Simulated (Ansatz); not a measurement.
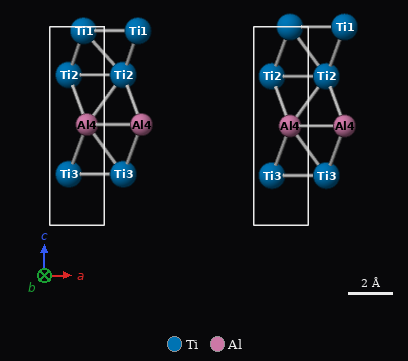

Two geometries of crystalline Ti3Al (set up in P1), drawn at one scale. One is the start of a relaxation, the other its converged end. Style: ball-and-stick. Shown: the cell of the calculation, repeated 2 × 1 × 1 with one cell outlined, along the b axis.

Theory: DFT r2SCAN, scalar-relativistic, plane waves, PAW in Ansatz 0.2.0. Settings: plane-wave cutoff 500 eV; k-point mesh 12 × 12 × 4; occupations gaussian; smearing width 0.15 eV; no spin polarisation; cell and atoms relaxed; force threshold 0.01 eV/Å; at most 80 steps.

### Which one is relaxed?

The right one is the relaxed one. The atom that moves furthest relative to the cell is Ti1 (0.22 Å roughly along [2 0 1]). Largest moves by element: Ti 0.22 Å, Al 0.08 Å. The drawn cell changes at constant volume: a 2.921 → 2.922 Å (0.0 %), b 2.921 → 2.925 Å (+0.1 %), c 9.201 → 9.197 Å (0.0 %). Some distances before and after: Ti1–Ti3 3.146 → 2.851 Å, Ti1–Ti2 2.580 → 2.847 Å, Ti1–Ti2 (another image) 2.633 → 2.849 Å, Ti1–Ti3 (another image) 3.037 → 2.849 Å. The space group (tolerance 0.01 Å) goes from P1 (No. 1) to P-6m2 (No. 187). After 4 accepted moves (5 points after the start) the energy has fallen by 0.221 eV per cell of the calculation. The largest force component goes from 1.7 to 0.002 eV/Å. Pressure: 1.34 GPa at the start and 0.01 GPa at the end. The SCF was repeated once at an unchanged geometry on a basis and grid sized afresh for the cell, which shifted the energy by less than 0.05 meV per cell of the calculation at most.
